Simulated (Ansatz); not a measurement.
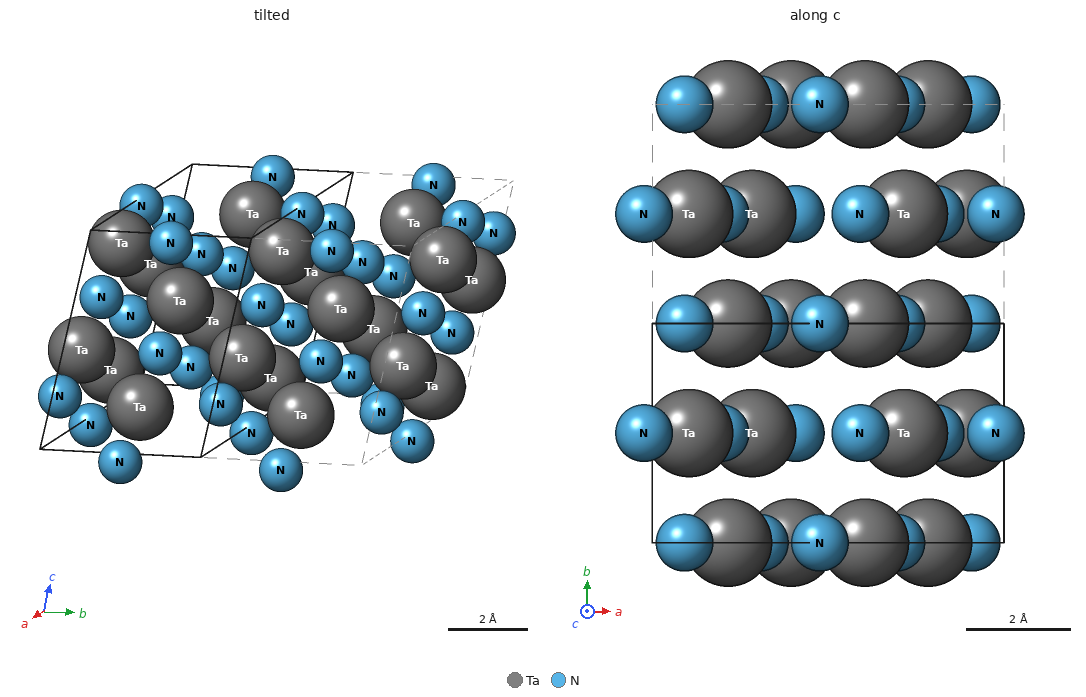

View slightly off an axis and along the c axis, drawn as a spheres-only model. The structure is repeated 1×2×1 times; solid lines mark one conventional unit cell.

Ta₄N₅, space group Cm (No. 8), a = 9.65 Å, b = 4.25 Å, c = 6.83 Å, α = 90.00°, β = 135.00°, γ = 90.00°.

All computed values are from Ansatz, DFT PBEsol, scalar-relativistic, plane waves, PAW. Settings: plane-wave cutoff 420 eV, k-points about 0.15 Å⁻¹ apart, Gaussian smearing of 0.15 eV, no spin polarisation.

Classify it as metallic or gapped, with the value.

A metal: bands cross the Fermi level.

What is the computed pressure?

The computed pressure is 3.3 GPa (compressed: it would expand). The stress isn't hydrostatic: its largest component is 6.5 GPa.

The cell started as a structure listed in the Materials Project. The cell was then strained or its atoms displaced on purpose. A calculation with Ansatz used it as input.

At this level of theory the run's own cell isn't at rest (forces up to 5.9 eV/Å), so its distances can differ from those at equilibrium, the more so the softer the solid.
